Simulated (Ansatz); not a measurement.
Cell and atoms:

```
Cu
1.0
     2.52436    0.00000    0.00000
    -1.26218    2.18616    0.00000
     0.00000    0.00000    4.14979
Cu
2
Direct
  0.33333 0.66667 0.75000
  0.66667 0.33333 0.25000
```

Question: Describe what this structure looks like.

Answer: The element is copper. The lattice is primitive hexagonal and the space group P6_3/mmc (No. 194). The structure type is hexagonal close-packed (Mg type). The cell holds two atoms. The neighbours of Cu are twelve Cu in an anticuboctahedral arrangement at 2.52 to 2.54 Å. The bonds build a three-dimensional framework.

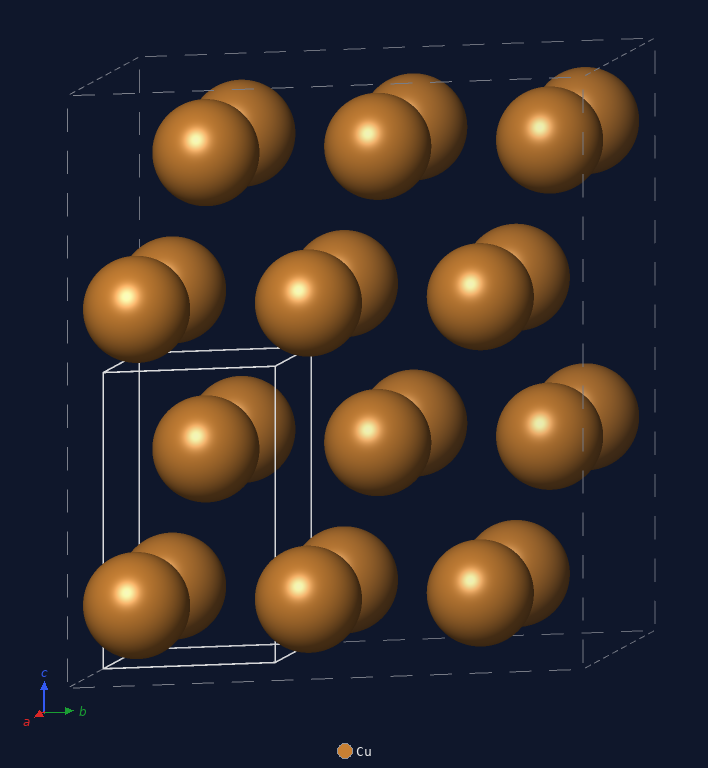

We look at a spheres-only model of the crystal slightly off an axis. One conventional unit cell is drawn solid; the view covers 2×3×2 cells.

The cell started as a structure listed in the Materials Project, with elements exchanged, so it need not be a known form of the compound. The final geometry of a relaxation with DFT r2SCAN, scalar-relativistic, plane waves, PAW (Ansatz) is shown.
